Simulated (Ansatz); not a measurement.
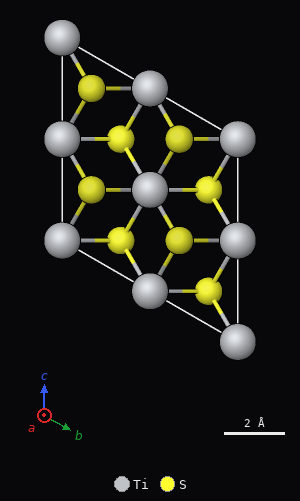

Starting frame of a dynamics run of a 12-atom cell of TiS2 (built on the measured structure type). Style: ball-and-stick. Shown: the reduced simulation cell, along the a axis. Bonds to atoms that aren't drawn are left out. Lengths and directions refer to the drawn axes.

All numbers below come from DFT, r2SCAN, plane waves, PAW (Ansatz).

The input:
```yaml
crystal:
  lattice:
    - [5.8961587158, -3.4108305092, 0.3697281176]
    - [5.8961587158, 3.4108305092, 0.3697281176]
    - [-0.3590130491, 0.0, 5.7303376496]
  atoms:
    - { symbol: Ti, position: [0.0, 0.0, 0.0] }
    - { symbol: S, position: [0.3333263071, 0.3333263071, 0.2447790112] }
    - { symbol: S, position: [0.1666736929, 0.1666736929, 0.7552209888] }
    - { symbol: Ti, position: [0.0, 0.5, 0.0] }
    - { symbol: S, position: [0.3333263071, 0.8333263071, 0.2447790112] }
    - { symbol: S, position: [0.1666736929, 0.6666736929, 0.7552209888] }
    - { symbol: Ti, position: [0.5, 0.0, 0.0] }
    - { symbol: S, position: [0.8333263071, 0.3333263071, 0.2447790112] }
    - { symbol: S, position: [0.6666736929, 0.1666736929, 0.7552209888] }
    - { symbol: Ti, position: [0.5, 0.5, 0.0] }
    - { symbol: S, position: [0.8333263071, 0.8333263071, 0.2447790112] }
    - { symbol: S, position: [0.6666736929, 0.6666736929, 0.7552209888] }
kpoints:
  mp_grid: { grid: [3, 3, 3] }
hamiltonian:
  xc: r2scan
scf:
  occupations: { method: fermi_dirac, width: 0.146 }
md:
  ensemble: nvt_langevin
  temperature: 1700
  timestep: 1.5
  n_steps: 40
  initial_velocities: maxwell_boltzmann
  seed: 2758
```

Launched with:
```bash
ansatz run input.yaml --threads 4 --pin off --max-ram 3686MiB --backend cpu --events-out ev --progress --plain --runs-dir out
```

**Predict how the run goes.**

The mean temperature in the second half is 1012 K (standard deviation 157 K). That is still far from the set 1700 K: the thermostat hasn't settled it within this run. The potential energy in the second half lies on average 133 meV per atom above the first frame. Root-mean-square distances from the starting positions over the second half, with the common drift of all atoms taken out: Ti 0.28 Å, S 0.23 Å. The run lasts only 60 fs, too short to tell vibration from diffusion.

Along the run (each row but the first and the last is the mean over the interval that it begins):

```
time (fs)  potential energy (meV/atom)  T (K)
      0.0                          0.0   1558
      9.0                         49.8   1179
     18.0                        104.5    760
     27.0                        131.0    786
     36.0                        129.9    936
     45.0                        130.9   1135
     54.0                        134.1   1234
```

The paths of the atoms, magnified 2 times:

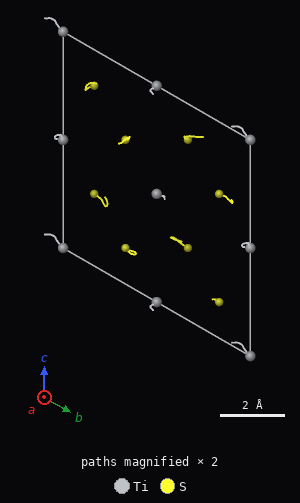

Limits of the set-up: layers or molecules are held without a dispersion correction, so their spacing is unreliable.
